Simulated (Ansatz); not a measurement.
## VBiO4 (Dreyerite): the gap up the ladder of methods

Aim: the gap of VBiO4 (Dreyerite) at several levels of theory on one structure, with the time that each takes.

Calculated with Ansatz 0.2.0; density functionals, hybrids and G0W0, plane waves, PAW.

**1. The structure**

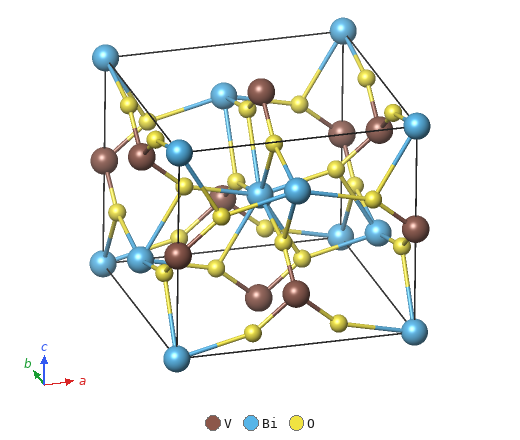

Start, viewed slightly off an axis; vanadium brown, bismuth blue, oxygen yellow. This picture shows the conventional cell, with its axes. Some periodic images of atoms are drawn too.

Geometry: measured cell, ions relaxed with r2SCAN. The runs that relaxed it are not among those shown. Spin-orbit coupling is left out unless a step names it.

The logs state that the PAW files were generated under PBE.

**2. LDA on the 6×6×6 mesh**

This step: DFT, LDA, plane waves, PAW; PAW set soft_1.

File input.yaml:

```yaml
crystal:
  lattice:
    - [-3.6515, 3.6515, 3.292]
    - [3.6515, -3.6515, 3.292]
    - [3.6515, 3.6515, -3.292]
  atoms:
    - { symbol: V, position: [0.5, 0.5, 0.0] }
    - { symbol: V, position: [0.25, 0.75, 0.5] }
    - { symbol: Bi, position: [0.75, 0.25, 0.5] }
    - { symbol: Bi, position: [0.0, 0.0, 0.0] }
    - { symbol: O, position: [0.152062534, 0.3328889632, 0.8191735708] }
    - { symbol: O, position: [0.0828889632, 0.7637153925, 0.6808264292] }
    - { symbol: O, position: [0.5137153925, 0.3328889632, 0.1808264292] }
    - { symbol: O, position: [0.0828889632, 0.402062534, 0.3191735708] }
    - { symbol: O, position: [0.597937466, 0.9171110368, 0.6808264292] }
    - { symbol: O, position: [0.6671110368, 0.847937466, 0.1808264292] }
    - { symbol: O, position: [0.2362846075, 0.9171110368, 0.3191735708] }
    - { symbol: O, position: [0.6671110368, 0.4862846075, 0.8191735708] }
kpoints:
  mp_grid: { grid: [6, 6, 6] }
  band_path:
    path:
      - [0.0, 0.0, 0.0]
      - [0.0, 0.0, 0.5]
      - [-0.5, 0.5, 0.5]
      - [0.45319689, 0.45319689, -0.45319689]
      - [-0.45319689, 0.54680311, 0.45319689]
      - [0.25, 0.25, 0.25]
      - [0.0, 0.5, 0.0]
      - [0.3333333333, 0.3333333333, -0.3333333333]
      - [0.317237823, 0.317237823, -0.317237823]
    npoints: 1
hamiltonian:
  xc: lda
  pseudopotentials: { kind: paw, azcp: { folder: soft_1 }, xc_functional: pbe }
scf:
  occupations: { method: fixed }
  n_extra_bands: 8
output:
  eigenvalues: true
  write_density: true
  write_potential: true
  elf: true
  volumetric_format: npy
```

Started as:

```bash
ansatz run input.yaml --threads 3 --pin off --max-ram 92160MiB --backend cuda --events-out ev --progress --plain --runs-dir out --devices 1 --max-vram 13GiB
```

Numbers of over 12 decimals in the logs are rounded to 6 here.

The program printed:

```text
scf.n_extra_bands = 8 over 52 filled bands (N_el = 104.0): the run solves 60 bands
GPUs: using 1 of 1 available (devices: 1).
Engine: ansatz 0.2.0, x86_64-unknown-linux-gnu
Pseudopotentials: kind: paw
Pseudopotential: V, paw, valence charge 13, recommended cutoff 420 eV (normal), soft_1/V.paw.azcp
Pseudopotential: Bi, paw, valence charge 15, recommended cutoff 420 eV (normal), soft_1/Bi.paw.azcp
Pseudopotential: O, paw, valence charge 6, recommended cutoff 420 eV (normal), soft_1/O.paw.azcp
Functional definition: SPW92
  exchange = slater_x
  correlation = pw_c
device memory: the entry about to start is reckoned to put 5.5 GiB on a device that reports 56.9 GiB free (of which the cap on the GPU budget leaves the run 13.0 GiB)
GPU FFT provider: cuFFT
GPU libraries: cuBLAS 13.8.2, cuFFT 12.4.0, cuSOLVER 12.3.4
Crystal: 12 atoms, lattice volume = 175.575 Å³
Basis set: ecut = 420 eV, 3427 PW (Γ)
Bands: 60, of which v1, the nominal top of the filled ones, is band 52 counted from 1 (51 counted from 0)
Symmetry: 16 space group operations
Space group: I41/amd (ITA 141), of the structure as read, at distance tolerance 5.6e-5 Å
k-points: 30 of 216
Non-local potential: V, projectors of the file, l = 0: 3, l = 1: 2, l = 2: 3, l = 3: 1
Non-local potential: Bi, projectors of the file, l = 0: 2, l = 1: 2, l = 2: 2, l = 3: 1
Non-local potential: O, projectors of the file, l = 0: 2, l = 1: 2, l = 2: 1
PAW form: soft (Blöchl's): semilocal exchange-correlation on the pseudo side does not see the compensation charge
PAW frozen core: V, regenerated for the run's functional, and the local potential with it (the file was generated under x = pbe(κ = 0.804, μ = 0.219515), c = pbe(β = 0.066725))
PAW frozen core: Bi, regenerated for the run's functional, and the local potential with it (the file was generated under x = pbe(κ = 0.804, μ = 0.219515), c = pbe(β = 0.066725))
PAW frozen core: O, regenerated for the run's functional, and the local potential with it (the file was generated under x = pbe(κ = 0.804, μ = 0.219515), c = pbe(β = 0.066725))
PAW one-centre angular grid: V, 590 points (default); XC on 64 Gauss nodes
PAW one-centre angular grid: Bi, 590 points (default); XC on 64 Gauss nodes
PAW one-centre angular grid: O, 110 points (default); XC on 64 Gauss nodes
Initial density: superposition of atomic densities (chi_scale 0.1, normalization cell, long waves kept (reshape's long-wave potential 0.01 eV rms))
Initial wavefunctions: pseudopotential atomic-orbital guess
GPU buffer pool allocated for 91125 grid points (all kernels)
GPU transforms: local potential and band sums: pruned to the plane-wave sphere, on 45×45×45
Functional: x = slater, c = lda
SCF iter   1: F=—  HF=-34345.704724 eV  |F-HF|=—  |Δ(HF+E_count)|=         —  Δρ=8.49e-2  dr2=2.36e1  ethr=3.10e-3  ⟨swp⟩=4.1  Hψ=5532  notcnv=0  defer=124
preconditioner: auto → Resta (q_TF=auto, 2.500 Å⁻¹)  ε∞=5.4  [insulator: Δε(μ)=1.554 eV  Ē_g=12.483 eV  n_scr=46 (ndim 8)  ℏωp=26.3 eV  f_vac=0.025  ε∞_Penn≈5.4]
SCF iter   2: F=—  HF=-34344.560556 eV  |F-HF|=—  |Δ(HF+E_count)|=    1.14e0  Δρ=8.91e-2  dr2=1.41e1  ethr=3.10e-3  ⟨swp⟩=3.3  Hψ=3991  notcnv=0  defer=108
SCF iter   3: F=—  HF=-34342.294983 eV  |F-HF|=—  |Δ(HF+E_count)|=    2.27e0  Δρ=2.50e-2  dr2=1.30e0  ethr=3.10e-3  ⟨swp⟩=3.1  Hψ=4103  notcnv=0  defer=137
SCF iter   4: F=—  HF=-34342.016291 eV  |F-HF|=—  |Δ(HF+E_count)|=   2.79e-1  Δρ=9.44e-3  dr2=1.84e-1  ethr=1.25e-3  ⟨swp⟩=2.1  Hψ=2601  notcnv=0  defer=100
SCF iter   5: F=—  HF=-34341.995667 eV  |F-HF|=—  |Δ(HF+E_count)|=   2.06e-2  Δρ=3.00e-3  dr2=2.00e-2  ethr=1.77e-4  ⟨swp⟩=2.4  Hψ=2472  notcnv=0  defer=179
SCF iter   6: F=—  HF=-34341.996023 eV  |F-HF|=—  |Δ(HF+E_count)|=   3.56e-4  Δρ=6.04e-4  dr2=1.04e-3  ethr=1.92e-5  ⟨swp⟩=2.3  Hψ=2447  notcnv=0  defer=179
SCF iter   7: F=—  HF=-34341.995623 eV  |F-HF|=—  |Δ(HF+E_count)|=   4.00e-4  Δρ=2.25e-4  dr2=1.27e-4  ethr=9.99e-7  ⟨swp⟩=2.8  Hψ=2738  notcnv=0  defer=167
SCF iter   8: F=—  HF=-34341.995758 eV  |F-HF|=—  |Δ(HF+E_count)|=   1.35e-4  Δρ=9.17e-5  dr2=2.00e-5  ethr=1.22e-7  ⟨swp⟩=2.0  Hψ=2470  notcnv=0  defer=101
SCF iter   9: F=—  HF=-34341.996222 eV  |F-HF|=—  |Δ(HF+E_count)|=   4.64e-4  Δρ=1.33e-5  dr2=3.50e-7  ethr=1.93e-8  ⟨swp⟩=2.0  Hψ=2046  notcnv=0  defer=100
SCF iter  10: F=-34341.996222 eV  HF=-34341.996222 eV  |F-HF|=2.54e-8  |Δ(HF+E_count)|=   4.71e-8  Δρ=3.86e-6  dr2=3.81e-8  ethr=9.62e-11  ⟨swp⟩=9.7  Hψ=5666  notcnv=0
SCF 1 converged in 10 iterations: F = -34341.996222 eV  dr2 = 3.81e-8
[...]
device memory: the entry about to start is reckoned to put 3.8 GiB on a device that reports 50.4 GiB free (of which the cap on the GPU budget leaves the run 13.0 GiB)
NSCF: frozen V_eff on 9 k-points
SCF converged after 10 iterations
Free energy (F): -34341.996222 eV
Harris-Foulkes:  -34341.996222 eV  (|F-HF|=2.54e-8)
Internal energy: -34341.996222 eV  (E = F + TS)
E sigma→0 (E₀):  -34341.996222 eV
Fermi energy:    5.914500 eV
--- Per-component energies (eV) ---
  E_band       = -912.882781
  E_kinetic    = 2415.895135
  E_local      = -8966.222321  (includes V_loc(G=0)·N_el)
  E_nonlocal   = 1427.992433
  E_hartree    = 3417.779341
  E_xc         = -1090.167552
  E_vxc        = -1273.151292  (∫ρ·V_xc dr)
  E_paw        = -24050.968442  (= ΣΔE_a)
  E_vpaw       = -1352.953440  (= ΣTr[D̂ρ^β])
  E_aug_tail   = 0.008870  (compensation charges beyond the density's cutoff)
  E_ewald      = -7497.771717
  E_core_change = 1.458030  (= ΣΔE_core)
  E_smearing   = -0.000000  (= −TS)
  E_closure    = 0.000000  (closes the sum)
  Σ components = -34341.996222   (vs F -34341.996222, Δ=0.00e0)
--- Band table (eV; the first three rows and the last of 30) ---
  k-point 0: bands = [... 48 lower, 5.2868, 5.4255, 5.4255, 5.6795, 9.0721, 9.5747, 9.6267, 9.6429, ... 4 higher]
  k-point 1: bands = [... 48 lower, 5.2957, 5.3786, 5.5039, 5.6262, 9.0735, 9.5456, 9.6085, 9.6290, ... 4 higher]
  k-point 2: bands = [... 48 lower, 5.3089, 5.3341, 5.4718, 5.5632, 9.1196, 9.3733, 9.5911, 9.6026, ... 4 higher]
  k-point 29: bands = [... 48 lower, 5.1706, 5.1706, 5.2683, 5.2683, 9.3506, 9.3506, 9.4386, 9.4386, ... 4 higher]
```

It took 8 s on 1 × NVIDIA H100 80GB HBM3 (shared by 6 runs) with 3 threads of AMD EPYC 7R13 (Zen 3), shared host; peak memory 0.98 GiB.

The column dr2 measures how far the density is from self-consistency, as an energy; F and HF (Harris–Foulkes) agree once it is small.

Numbers from this step:

```yaml
gap: 2.608 eV
valence_top_at: k = (0.333, 0.333, -0.333)
conduction_bottom_at: k = (0.317, 0.317, -0.317)
least_direct_gap: 2.610 eV
```

Over mesh and listed points the gap is 2.608 eV, from k = (0.333, 0.333, -0.333) to k = (0.317, 0.317, -0.317). The least direct gap found is 2.610 eV, at k = (0.333, 0.333, -0.333). On the 6×6×6 mesh alone the same run gives 2.610 eV, so that mesh misses an edge of LDA: 2.610 − 2.608 = +0.002 eV.

**3. r2SCAN on the 6×6×6 mesh**

Levels along a band path and on the mesh show where this functional puts the band edges.

This step: DFT, r2SCAN, plane waves, PAW; PAW set soft_1.

input.yaml, the sections that differ from step 2:

```yaml
kpoints:
  mp_grid: { grid: [6, 6, 6] }
  band_path:
    path:
      - [[0.0, 0.0, 0.0], [0.0, 0.0, 0.5], [-0.5, 0.5, 0.5], [0.0, 0.0, 0.0], [0.45319689, 0.45319689, -0.45319689]]
      - [[-0.45319689, 0.54680311, 0.45319689], [-0.5, 0.5, 0.5]]
      - [[0.0, 0.0, 0.5], [0.25, 0.25, 0.25], [0.0, 0.5, 0.0], [0.0, 0.0, 0.0]]
    npoints: 10
hamiltonian:
  xc: r2scan
  pseudopotentials: { kind: paw, azcp: { folder: soft_1 } }
scf:
  occupations: { method: fermi_dirac, width: 0.02 }
  n_extra_bands: 8
# crystal, output: as in step 2
```

The program printed:

```text
[...]
GPUs: using 1 of 1 available (devices: 1).
[...]
GPU FFT provider: cuFFT
GPU libraries: cuBLAS 13.8.2, cuFFT 12.4.0, cuSOLVER 12.3.4
Crystal: 12 atoms, lattice volume = 175.575 Å³
Basis set: ecut = 500 eV, 4449 PW (Γ), exchange–correlation on 180×180×180 points (64 copies of the dense FFT grid, shifted against one another)
Bands: 60, of which v1, the nominal top of the filled ones, is band 52 counted from 1 (51 counted from 0)
Symmetry: 16 space group operations
[...]
k-points: 30 of 216
[...]
GPU buffer pool allocated for 91125 grid points (all kernels)
[...]
SCF iter   1: F=—  HF=-35215.684707 eV  |F-HF|=—  |Δ(HF+E_count)|=         —  Δρ=6.67e-2  dr2=1.36e1  dr2_τ=9.56e-1  ethr=3.10e-3  ⟨swp⟩=6.0  Hψ=6384  notcnv=0
[...]
SCF iter  10: F=-35213.968857 eV  HF=-35213.968857 eV  |F-HF|=1.59e-8  |Δ(HF+E_count)|=   6.92e-8  Δρ=3.33e-6  dr2=2.81e-8  dr2_τ=9.19e-10  ethr=9.62e-11  ⟨swp⟩=9.5  Hψ=5606  notcnv=0
SCF 1 converged in 10 iterations: F = -35213.968857 eV  dr2 = 2.81e-8
[...]
NSCF: frozen V_eff on 83 k-points
SCF converged after 10 iterations
Free energy (F): -35213.968857 eV
[...]
Internal energy: -35213.968857 eV  (E = F + TS)
E sigma→0 (E₀):  -35213.968857 eV
Fermi energy:    7.533113 eV
[...]
--- Band table (eV; the first three rows and the last of 30) ---
  k-point 0: bands = [... 48 lower, 5.2536, 5.4227, 5.4227, 5.6508, 9.4641, 9.9995, 10.0343, 10.0459, ... 4 higher]
  k-point 1: bands = [... 48 lower, 5.2689, 5.3757, 5.5248, 5.5996, 9.4700, 9.9421, 10.0020, 10.0730, ... 4 higher]
  k-point 2: bands = [... 48 lower, 5.2863, 5.4121, 5.4477, 5.6068, 9.5248, 9.7813, 9.9696, 10.0102, ... 4 higher]
  k-point 29: bands = [... 48 lower, 5.1690, 5.1690, 5.3966, 5.3966, 9.8043, 9.8043, 9.9154, 9.9154, ... 4 higher]
```

The job ended after 20 s (1 × NVIDIA H100 80GB HBM3 (shared by 6 runs) with 3 threads; peak memory 1.3 GiB; 11 s of CPU time).

This step gave:

```yaml
filled_bands: 52
gap: 2.949 eV
valence_top_at: k = (0.333, 0.333, -0.333)
conduction_bottom_at: k = (0.317, 0.317, -0.317)
least_direct_gap: 2.952 eV
```

Over mesh and path the gap is 2.949 eV, from k = (0.333, 0.333, -0.333) to k = (0.317, 0.317, -0.317). The least direct gap found is 2.952 eV, at k = (0.333, 0.333, -0.333). On the 6×6×6 mesh alone the same run gives 2.952 eV, so that mesh misses an edge of r2SCAN: 2.952 − 2.949 = +0.003 eV. r2SCAN against LDA: 2.949 − 2.608 = +0.341 eV. The runs also differ in plane-wave cutoff (420 eV and 500 eV), so how much of this comes from the functional alone is not known.

**4. r2SCAN+SOC on the 6×6×6 mesh**

This run has two-component orbitals with spin-orbit coupling.

This step: DFT, r2SCAN with spin-orbit coupling, plane waves, PAW; PAW set soft_1.

input.yaml: that of step 3 with these lines changed.

```diff
@@ -22,17 +22,22 @@
     path:
-      - [[0.0, 0.0, 0.0], [0.0, 0.0, 0.5], [-0.5, 0.5, 0.5], [0.0, 0.0, 0.0], [0.45319689, 0.45319689, -0.45319689]]
-      - [[-0.45319689, 0.54680311, 0.45319689], [-0.5, 0.5, 0.5]]
-      - [[0.0, 0.0, 0.5], [0.25, 0.25, 0.25], [0.0, 0.5, 0.0], [0.0, 0.0, 0.0]]
-    npoints: 10
+      - [0.0, 0.0, 0.0]
+      - [0.0, 0.0, 0.5]
+      - [-0.5, 0.5, 0.5]
+      - [0.45319689, 0.45319689, -0.45319689]
+      - [-0.45319689, 0.54680311, 0.45319689]
+      - [0.25, 0.25, 0.25]
+      - [0.0, 0.5, 0.0]
+      - [0.3333333333, 0.3333333333, -0.3333333333]
+      - [0.317237823, 0.317237823, -0.317237823]
+    npoints: 1
 hamiltonian:
   xc: r2scan
-  pseudopotentials: { kind: paw, azcp: { folder: soft_1 } }
+  pseudopotentials: { kind: paw_fr, azcp: { folder: soft_1 } }
 scf:
-  occupations: { method: fermi_dirac, width: 0.02 }
-  n_extra_bands: 8
+  occupations: { method: fixed }
+  n_extra_bands: 16
+magnetization:
+  noncollinear: true
+  spin_orbit: true
 output:
   eigenvalues: true
-  write_density: true
-  write_potential: true
-  elf: true
-  volumetric_format: npy
```

The program printed:

```text
[...]
GPUs: using 1 of 1 available (devices: 1).
[...]
non-collinear run that drives no moment, with spin-orbit: no starting moment large enough to seed its density (crystal.atoms[].spin), no starting occupations that ask for one, no magnetisation constraint and no magnetic field, so the semilocal B_xc is pinned to zero
[...]
GPU FFT provider: cuFFT
[...]
k-point 0: bands = [... 100 lower, 5.3876, 5.3876, 5.6071, 5.6071, 9.4304, 9.4304, 9.7181, 9.7181, ... 12 higher]
  k-point 1: bands = [... 100 lower, 5.4920, 5.4920, 5.5568, 5.5568, 9.3946, 9.3946, 9.7424, 9.7424, ... 12 higher]
  k-point 2: bands = [... 100 lower, 5.4085, 5.4085, 5.5805, 5.5805, 9.3885, 9.3885, 9.5917, 9.5917, ... 12 higher]
  k-point 29: bands = [... 100 lower, 5.3868, 5.3868, 5.3868, 5.3868, 9.2848, 9.2848, 9.2848, 9.2848, ... 12 higher]
[key lines of the parts left out:]
SCF converged after 10 iterations
Magnetization: |M| = 0.0000 μB,  M = (+0.0000, +0.0000, +0.0000) μB
Free energy (F): -35142.958305 eV
Fermi energy:    6.063812 eV
```

The job ended after 20 s (1 × NVIDIA H100 80GB HBM3 (shared by 6 runs) with 3 threads; peak memory 1.4 GiB).

This step gave:

```yaml
gap: 2.717 eV
valence_top_at: k = (0.333, 0.333, -0.333)
conduction_bottom_at: k = (0.333, 0.333, -0.333)
least_direct_gap: 2.717 eV
```

Over mesh and listed points the gap is 2.717 eV, direct, at k = (0.333, 0.333, -0.333). r2SCAN+SOC against r2SCAN: 2.717 − 2.949 = −0.232 eV. Mesh, set of files and cutoff are the same, but the conduction bottom lies at another k point, so this need not be the shift of one pair of states. The spin-orbit run sees mesh and listed points alone, so its gap is an upper bound: the coupling can move an edge off these points, and the change over the zone, its sign included where it is small, is not known.

**5. HSE06 on the 4×4×4 mesh**

HSE06 mixes in a quarter of exact exchange at short range.

This step: DFT, HSE06, plane waves, PAW; PAW set soft_1.

input.yaml: that of step 4 with these lines changed.

```diff
@@ -19,3 +19,3 @@
 kpoints:
-  mp_grid: { grid: [6, 6, 6] }
+  mp_grid: { grid: [4, 4, 4] }
   band_path:
@@ -33,10 +33,7 @@
 hamiltonian:
-  xc: r2scan
-  pseudopotentials: { kind: paw_fr, azcp: { folder: soft_1 } }
+  xc: hse06
+  pseudopotentials: { kind: paw, azcp: { folder: soft_1 } }
 scf:
   occupations: { method: fixed }
-  n_extra_bands: 16
-magnetization:
-  noncollinear: true
-  spin_orbit: true
+  n_extra_bands: 8
 output:
```

The program printed:

```text
[...]
GPUs: using 1 of 1 available (devices: 1).
[...]
davidson cushion auto → on  (no smearing: the cushion is to keep the highest requested band from converging to the state above it; pin scf.eigensolver.cushion to override)
[...]
GPU FFT provider: cuFFT
GPU libraries: cuBLAS 13.8.2, cuFFT 12.4.0, cuSOLVER 12.3.4
Crystal: 12 atoms, lattice volume = 175.575 Å³
Basis set: ecut = 420 eV, 3427 PW (Γ)
[...]
Fermi energy:    5.439861 eV
[...]
--- Band table (eV; the first three rows and the last of 13) ---
  k-point 0: bands = [... 48 lower, 4.5365, 4.7572, 4.7572, 4.9576, 9.9887, 10.4364, 10.5717, 10.6102, ... 4 higher]
  k-point 1: bands = [... 48 lower, 4.6460, 4.7462, 4.8311, 4.9843, 9.9877, 10.3944, 10.5076, 10.5608, ... 4 higher]
  k-point 2: bands = [... 48 lower, 4.6269, 4.6269, 5.0098, 5.0098, 10.1284, 10.1284, 10.5113, 10.5113, ... 4 higher]
  k-point 12: bands = [... 48 lower, 4.4924, 4.4924, 4.8797, 4.8797, 10.2247, 10.2247, 10.2710, 10.2710, ... 4 higher]
[key lines of the parts left out:]
Free energy (F): -35168.386711 eV
```

Wall time 71 s (1 × NVIDIA H100 80GB HBM3 (shared by 6 runs) with 3 threads); peak memory 1.8 GiB; 1.9 min of CPU time.

This step gave:

| Item | Value |
| --- | --- |
| gap | 3.826 eV |
| valence top at | k = (0.333, 0.333, -0.333) |
| conduction bottom at | k = (0.317, 0.317, -0.317) |
| least direct gap | 3.829 eV |
| exact-exchange fraction | 0.25 |

Over mesh and listed points the gap is 3.826 eV, from k = (0.333, 0.333, -0.333) to k = (0.317, 0.317, -0.317). The least direct gap found is 3.829 eV, at k = (0.333, 0.333, -0.333). On the 4×4×4 mesh alone the same run gives 4.074 eV, so that mesh misses an edge of HSE06: 4.074 − 3.826 = +0.248 eV. HSE06 against LDA: 3.826 − 2.608 = +1.218 eV. The runs also differ in mesh (6×6×6 and 4×4×4), so how much of this comes from the functional alone is not known.

**6. PBE0 on the 4×4×4 mesh**

PBE0 mixes in a quarter of exact exchange at all distances.

This step: DFT, PBE0, plane waves, PAW; PAW set soft_1.

input.yaml: that of step 5 with these lines changed.

```diff
@@ -33,3 +33,3 @@
 hamiltonian:
-  xc: hse06
+  xc: pbe0
   pseudopotentials: { kind: paw, azcp: { folder: soft_1 } }
@@ -40 +40,5 @@
   eigenvalues: true
+  write_density: true
+  write_potential: true
+  elf: true
+  volumetric_format: npy
```

The program printed:

```text
[...]
GPUs: using 1 of 1 available (devices: 1).
[...]
GPU FFT provider: cuFFT
GPU libraries: cuBLAS 13.8.2, cuFFT 12.4.0, cuSOLVER 12.3.4
Crystal: 12 atoms, lattice volume = 175.575 Å³
Basis set: ecut = 420 eV, 3427 PW (Γ)
Bands: 60, of which v1, the nominal top of the filled ones, is band 52 counted from 1 (51 counted from 0)
Symmetry: 16 space group operations
[...]
k-points: 13 of 64
[...]
Fermi energy:    5.078202 eV
[...]
--- Band table (eV; the first three rows and the last of 13) ---
  k-point 0: bands = [... 48 lower, 4.1385, 4.3634, 4.3634, 4.5620, 10.3650, 10.7986, 10.9585, 10.9980, ... 4 higher]
  k-point 1: bands = [... 48 lower, 4.2513, 4.3659, 4.4342, 4.5990, 10.3609, 10.7757, 10.8707, 10.9477, ... 4 higher]
  k-point 2: bands = [... 48 lower, 4.2274, 4.2274, 4.6294, 4.6294, 10.5030, 10.5030, 10.8964, 10.8964, ... 4 higher]
  k-point 12: bands = [... 48 lower, 4.0961, 4.0961, 4.5089, 4.5089, 10.5744, 10.5744, 10.6418, 10.6418, ... 4 higher]
[key lines of the parts left out:]
Free energy (F): -35163.360439 eV
```

It took 52 s on 1 × NVIDIA H100 80GB HBM3 (shared by 6 runs) with 3 threads; peak memory 1.8 GiB; 1.8 min of CPU time.

Numbers from this step:

```
gap                     : 4.534 eV
valence top at          : k = (0.333, 0.333, -0.333)
conduction bottom at    : k = (0.317, 0.317, -0.317)
least direct gap        : 4.536 eV
exact-exchange fraction : 0.25
```

Over mesh and listed points the gap is 4.534 eV, from k = (0.333, 0.333, -0.333) to k = (0.317, 0.317, -0.317). The least direct gap found is 4.536 eV, at k = (0.333, 0.333, -0.333). On the 4×4×4 mesh alone the same run gives 4.796 eV, so that mesh misses an edge of PBE0: 4.796 − 4.534 = +0.262 eV. PBE0 against HSE06: 4.534 − 3.826 = +0.708 eV, with the same mesh, files and cutoff, and both edges at the same k points.

[end of part 1 of 2]

[Paths, hosts, dates, memory and timing lines, banners, echoed tables and standing remarks are left out of the program output.]

[Logs are printed without paths, hosts, clocks, repeated set-up lines and the standing remarks that a program may print on its own settings, such as how far it seeks lower states.]

[Runs of the session that timed out or met a known fault of the program may be left out.]

[Cells called generated may have been cut or substituted from an entry of the Crystallography Open Database or the Materials Project.]

[Hosts, paths, dates, database ids (printed as entryN), source tags and the programs' standing remarks are cut or masked in the printed files.]

[Where an RPA ε∞ is given, it is that of the G0W0 mesh and is not shown converged in it. Names of k-points follow the symmetry that the program found, which can be lower than the space group named. Band edges on a path are those of the sampled points; other points can move an edge, and change direct to indirect where valleys lie close.]

[Hybrid gaps are those of their k-mesh and are not shown converged in it.]
